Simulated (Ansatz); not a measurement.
System: BAs, space group F-43m, 2 atoms in the cell, zincblende type.

```cif
data_structure
_symmetry_space_group_name_H-M 'P 1'
_symmetry_Int_Tables_number 1
_cell_length_a 3.3826
_cell_length_b 3.3826
_cell_length_c 3.3826
_cell_angle_alpha 60.000
_cell_angle_beta 60.000
_cell_angle_gamma 60.000
_cell_volume 27.37
loop_
_atom_site_label
_atom_site_type_symbol
_atom_site_fract_x
_atom_site_fract_y
_atom_site_fract_z
_atom_site_occupancy
B1 B 0.00000 0.00000 0.00000 1
As1 As 0.25000 0.25000 0.25000 1
```

Level of theory: DFT, PBEsol, plane waves, PAW, no spin polarisation, 6×6×6 k mesh; code Ansatz 0.2.0.

Predict the main features of the density of states.

There is a gap; over the k points computed it is 1.19 eV (indirect; the smallest direct gap is 3.24 eV). The upper group of valence states starts about 8.8 eV under the valence-band top, with a gap beneath it; it holds about 6 electrons a cell.

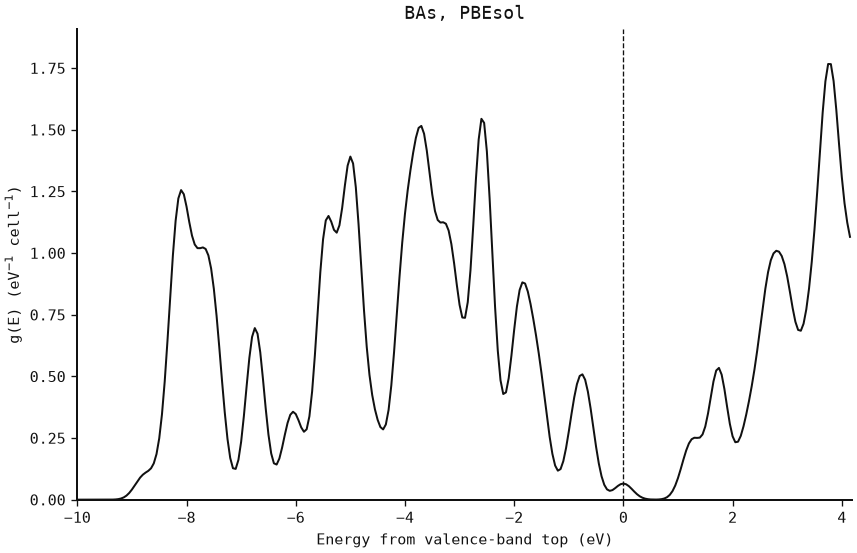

Density of states. Energies are counted from the top of the valence band. The curve is built from the levels of the k mesh with Gaussians 0.4 eV wide, which also blur the band edges.
